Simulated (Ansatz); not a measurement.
Run report: CdTe, geometry relaxation (part 2 of 2)

The same run, continued: CdTe (2 atoms in the cell); DFT LDA, scalar-relativistic, plane waves, PAW, no spin polarisation (Ansatz 0.2.0); cutoff 420 eV, 10×10×10 k-mesh, Gaussian smearing of 0.02 eV. The structure derives from an entry of the Crystallography Open Database. It belongs to a series of runs on one base structure; here: relaxed again under DFT LDA, scalar-relativistic, plane waves, PAW.

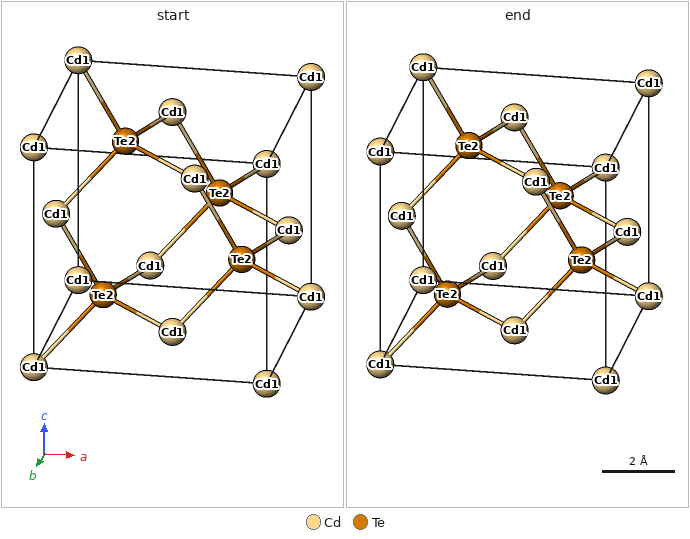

**Figure 1.** Before (left) and after (right) the relaxation, at one scale (ball-and-stick view of the cell 4 times as large as that of the calculation, set on its symmetry axes, seen at an oblique angle). After 3 geometry steps the energy has fallen by 40.6 meV per atom. All forces vanish by symmetry, so only the cell relaxes. The pressure goes from −3.53 to −0.02 GPa. No atom moves by more than 0.005 Å relative to the cell. The volume changes by −9.1 %, with a = b = c 6.617 → 6.410 Å (−3.1 %). Distances before and after: Cd1–Te2 2.865 → 2.775 Å. The space group stays F-43m (No. 216). A last SCF at the same geometry on a re-selected plane-wave basis shifts the energy by +0.5 meV per atom. (Atoms are counted from 1 in the order of the input.)

```
basis re-selected at this cell: Δ(F+E_penalty+E_count) = +1.085e-3 eV, ΔP = -0.003 GPa vs the last step (what re-selecting the basis moved, of the pressure what is left beyond the Pulay correction that the steps carried, after the strain that the cell walked since its last selection, with what the two solves' SCF thresholds leave and, on support functions, any second-order correction that the steps lacked; it is no measure of the basis error at this ecutwfc). This SCF's stress stands 2.25e-2 GPa from its target on what of the cell is left free (relax.cell.stress_tol is 5.00e-2 GPa) and its largest allowed force component is 4.80e-17 eV/Å (relax.f_tol is 5.00e-3 eV/Å): within both
SCF converged after 6 iterations
Free energy (F): -14945.811915 eV
Harris-Foulkes:  -14945.811915 eV  (|F-HF|=1.82e-12)
Internal energy: -14945.811915 eV  (E = F + TS)
E sigma→0 (E₀):  -14945.811915 eV
Fermi energy:    7.925167 eV
--- Per-component energies (eV) ---
  E_band       = -786.103587
  E_kinetic    = 687.568210
  E_local      = -5358.611646  (includes V_loc(G=0)·N_el)
  E_nonlocal   = -263.923158
  E_hartree    = 2699.867541
  E_xc         = -299.550081
  E_vxc        = -326.528689  (∫ρ·V_xc dr)
  E_paw        = -8457.662664  (= ΣΔE_a)
  E_vpaw       = -924.343211  (= ΣTr[D̂ρ^β])
  E_aug_tail   = -0.000223  (compensation charges beyond the density's cutoff)
  E_ewald      = -3954.945123
  E_core_change = 1.445230  (= ΣΔE_core)
  E_smearing   = -0.000000  (= −TS)
  E_closure    = -0.000000  (closes the sum)
  Σ components = -14945.811915   (vs F -14945.811915, Δ=0.00e0)
--- Forces (eV/Å), atoms counted from 1 ---
  atom   1  Cd    -0.00000000    -0.00000000    -0.00000000
  atom   2  Te    -0.00000000     0.00000000     0.00000000
  max |Σ_I F_I| component: 6.59e-17 eV/Å
--- Stress (GPa, compression-positive) ---
       -0.022525      -0.000000      -0.000000
        0.000000      -0.022525       0.000000
       -0.000000       0.000000      -0.022525
  P = ⅓ Tr σ = -0.0225 GPa (-0.225 kbar)
--- Band table (eV; the first three rows and the last of 47) ---
  k-point 0: bands = ["-94.3576", "-55.4992", "-55.4992", "-55.4992", "-28.4325", "-28.4325", "-28.4325", "-28.4225", "-28.4225", "-3.8505", "-0.7661", "-0.7661", "-0.7661", "-0.4765", "-0.4765", "7.6187", "7.6187", "7.6187", "8.2309", "12.1339", "12.1339", "12.1339"]
  k-point 1: bands = ["-94.3576", "-55.4992", "-55.4992", "-55.4992", "-28.4326", "-28.4325", "-28.4325", "-28.4225", "-28.4225", "-3.8089", "-0.7580", "-0.7580", "-0.7376", "-0.4773", "-0.4773", "6.6211", "7.5197", "7.5197", "8.9936", "12.0747", "12.2835", "12.2835"]
  k-point 2: bands = ["-94.3576", "-55.4992", "-55.4992", "-55.4992", "-28.4326", "-28.4324", "-28.4324", "-28.4225", "-28.4225", "-3.6991", "-0.7378", "-0.7378", "-0.6424", "-0.4780", "-0.4780", "5.3443", "7.2859", "7.2859", "9.4572", "12.4462", "12.5900", "12.5900"]
  k-point 46: bands = ["-94.3576", "-55.4993", "-55.4993", "-55.4992", "-28.4328", "-28.4323", "-28.4318", "-28.4225", "-28.4221", "-3.2786", "-0.6252", "-0.6242", "-0.5192", "-0.4712", "0.1162", "3.1871", "5.1799", "5.2774", "11.6205", "11.6961", "13.6534", "14.1176"]
--- Relaxed structure (4 steps of the walk, 4 accepted, 1 SCFs on fresh bases) ---
  F+E_penalty+E_count = -14945.81191514 eV   max|allowed force component| = 4.799e-17 eV/Å   (the final SCF, on the basis selected at the relaxed cell)
  cell:  # Å, volume = 65.8337 Å³
    - [1.1209818472370299e-33, 3.20483806851059, 3.20483806851059]
    - [3.20483806851059, 1.1770309395988815e-32, 3.20483806851059]
    - [3.20483806851059, 3.20483806851059, 8.916901057567283e-33]
  atoms:
    - { symbol: Cd, position: [-9.296652284762217e-34, 1.2094894599725703e-33, 1.1188421737131899e-33] }
    - { symbol: Te, position: [0.24999999999999997, 0.24999999999999997, 0.24999999999999997] }
```

## Trajectory as extended XYZ (Å, eV, eV/Å), 5 frames, from step=1 to step=5
```
2
Lattice="0.0000 3.3087 3.3087 3.3087 0.0000 3.3087 3.3087 3.3087 0.0000" Properties=species:S:1:pos:R:3:forces:R:3 step=1 energy=-14945.73171 pressure_GPa=-3.53
Cd    0.0000    0.0000    0.0000    0.0000   0.0000   0.0000
Te    1.6543    1.6543    1.6543    0.0000   0.0000   0.0000
2
Lattice="0.0000 3.1677 3.1677 3.1677 0.0000 3.1677 3.1677 3.1677 0.0000" Properties=species:S:1:pos:R:3:forces:R:3 step=2 energy=-14945.80167 pressure_GPa=1.74
Cd    0.0000    0.0000    0.0000    0.0000   0.0000   0.0000
Te    1.5838    1.5838    1.5838    0.0000   0.0000   0.0000
2
Lattice="0.0000 3.2116 3.2116 3.2116 0.0000 3.2116 3.2116 3.2116 0.0000" Properties=species:S:1:pos:R:3:forces:R:3 step=3 energy=-14945.81251 pressure_GPa=-0.31
Cd    0.0000    0.0000    0.0000    0.0000   0.0000   0.0000
Te    1.6058    1.6058    1.6058    0.0000   0.0000   0.0000
2
Lattice="0.0000 3.2048 3.2048 3.2048 0.0000 3.2048 3.2048 3.2048 0.0000" Properties=species:S:1:pos:R:3:forces:R:3 step=4 energy=-14945.81300 pressure_GPa=-0.02
Cd    0.0000    0.0000    0.0000    0.0000   0.0000   0.0000
Te    1.6024    1.6024    1.6024    0.0000   0.0000   0.0000
2
Lattice="0.0000 3.2048 3.2048 3.2048 0.0000 3.2048 3.2048 3.2048 0.0000" Properties=species:S:1:pos:R:3:forces:R:3 step=5 energy=-14945.81192 pressure_GPa=-0.02
Cd    0.0000    0.0000    0.0000    0.0000   0.0000   0.0000
Te    1.6024    1.6024    1.6024    0.0000   0.0000   0.0000
```

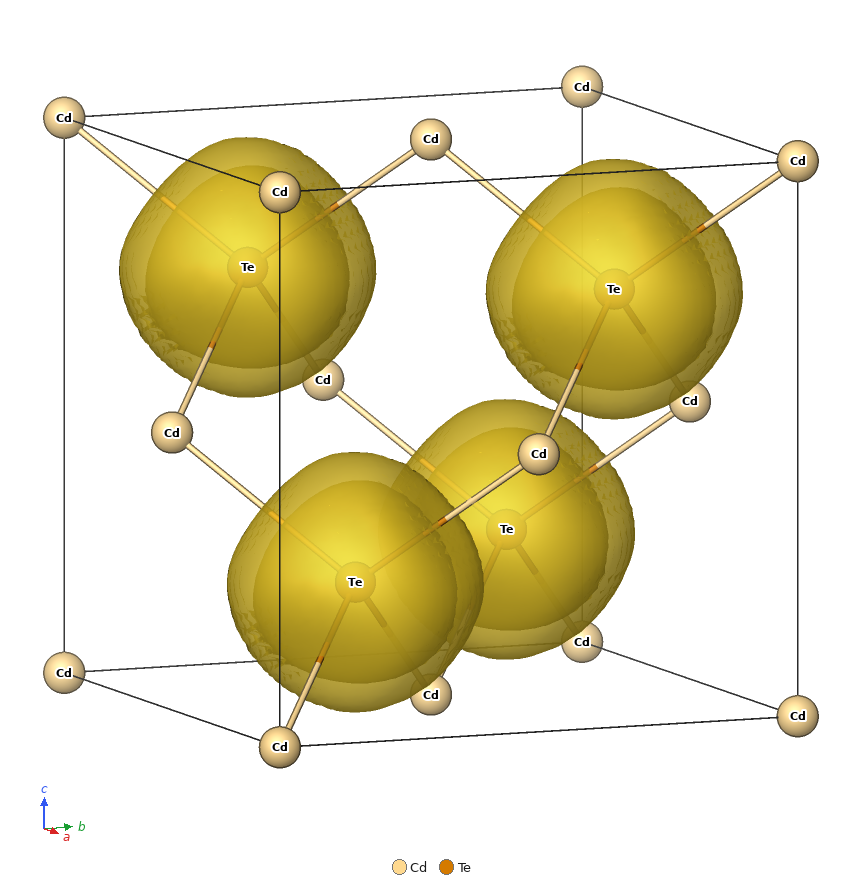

**Figure 2.** Isosurface of the ELF at 0.6 (yellow), seen slightly off an axis. Only the valence region is drawn (cores and ρ < 0.01 e/Å³ removed). Sticks mark near contacts. The outline is the cell set on symmetry axes. Along the contacts the grid gives the following. Cd–Te (2.78 Å): the ELF peaks at about 0.65 in the valence shell of Te, 1.2 Å from its nucleus, and drops to about 0.20 between the two atoms. The fields are those of the smooth PAW valence density.

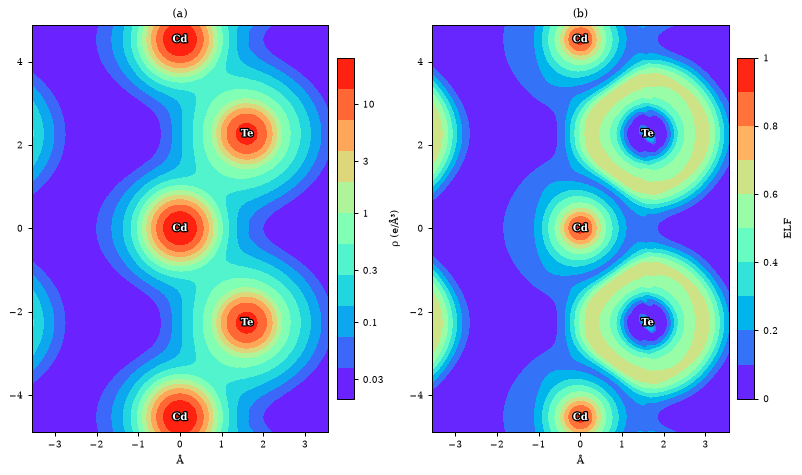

**Figure 3.** (a) valence electron density; (b) electron localisation function on the (011) plane of the conventional cell. Atoms in the plane: Cd and Te. Cd–Te (2.78 Å): the density is about 0.37 e/Å³ at the midpoint; the ELF peaks at about 0.65 in the valence shell of Te, 1.2 Å from its nucleus, and drops to about 0.20 between the two atoms. Away from the nuclei the density in this plane falls to 0.008 e/Å³ at its lowest. The strong features right at Cd lie inside the PAW spheres (semicore, d or f shells) and say nothing about bonding.

This output came from the following input.

## The input
```yaml
crystal:
  lattice:
    - [0.0, 3.3086866433, 3.3086866433]
    - [3.3086866433, 0.0, 3.3086866433]
    - [3.3086866433, 3.3086866433, 0.0]
  atoms:
    - { symbol: Cd, position: [0.0, 0.0, 0.0] }
    - { symbol: Te, position: [0.25, 0.25, 0.25] }
basis:
  ecutwfc: 420
kpoints:
  mp_grid: { grid: [10, 10, 10] }
hamiltonian:
  xc: lda
scf:
  occupations: { method: gaussian, width: 0.02 }
output:
  forces: true
  stress: true
  eigenvalues: true
  write_density: true
  write_potential: true
  elf: true
  volumetric_format: npy
relax:
  adjacent_minimum: "off"
  f_tol: 0.005
  max_steps: 50
  cell: { stress_tol: 0.05 }
```

Launch command:
```bash
ansatz run input.yaml --threads 1 --pin off --max-ram 2560MiB --backend cpu --events-out ev --progress --plain --runs-dir out
```

## Key numbers

```json
{"quantity": "outcome", "value": "converged"}
{"quantity": "space group (tolerance 0.01 Å)", "value": "F-43m (216)"}
{"quantity": "electrons treated", "value": "36"}
{"quantity": "free energy", "value": "−14945.8119 eV"}
{"quantity": "Fermi energy", "value": "7.925 eV"}
{"quantity": "gap on the k-point mesh", "value": "0.61 eV"}
{"quantity": "pressure", "value": "−0.02 GPa"}
{"quantity": "final volume", "value": "65.83 Å³"}
{"quantity": "largest force (length of the vector) at the end", "value": "under 0.001 eV/Å"}
{"quantity": "final cell", "value": "a = 4.532 Å, b = 4.532 Å, c = 4.532 Å, α = 60.00°, β = 60.00°, γ = 60.00°"}
{"quantity": "hardware", "value": "1 thread of Arm Neoverse V2, 24 GiB of memory available, shared host"}
{"quantity": "wall time", "value": "40 s"}
{"quantity": "peak memory", "value": "0.39 GiB"}
```
